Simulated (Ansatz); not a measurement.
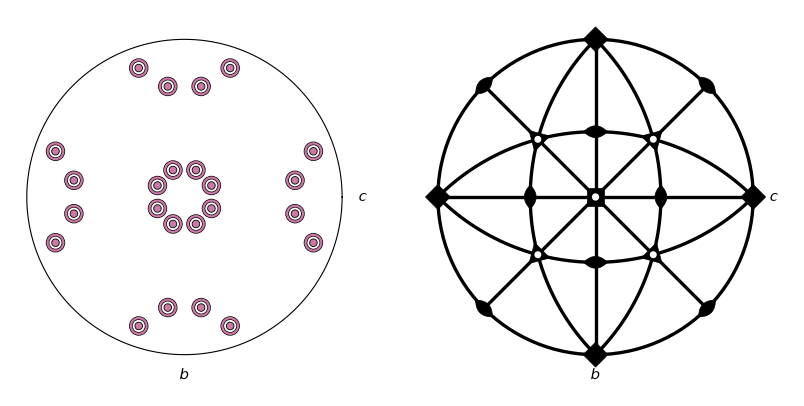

Stereographic projection: filled dots lie in the upper hemisphere, open rings in the lower; heavy lines are mirror planes (a heavy rim: a mirror in the plane of the page); lens, triangle, square and hexagon are 2-, 3-, 4- and 6-fold axes, a lens in an open square is −4, a triangle in an open hexagon −6; thin dashed diameters join the ends of axes that lie in the page; a small open circle marks inversion. The a axis points at the viewer. Left: one general form; right: the symmetry elements. Computed from the symmetry operations of a computed or model structure of composition Co, which need not be its known form.

**Which point group is this?**

m-3m (Oh), order 48, cubic system: three fourfold axes, four threefold axes, six twofold axes, nine mirror planes, an inversion centre.

**Can such a crystal be piezoelectric, pyroelectric or chiral?**

It is centrosymmetric, so neither piezoelectric nor pyroelectric; it is not chiral.
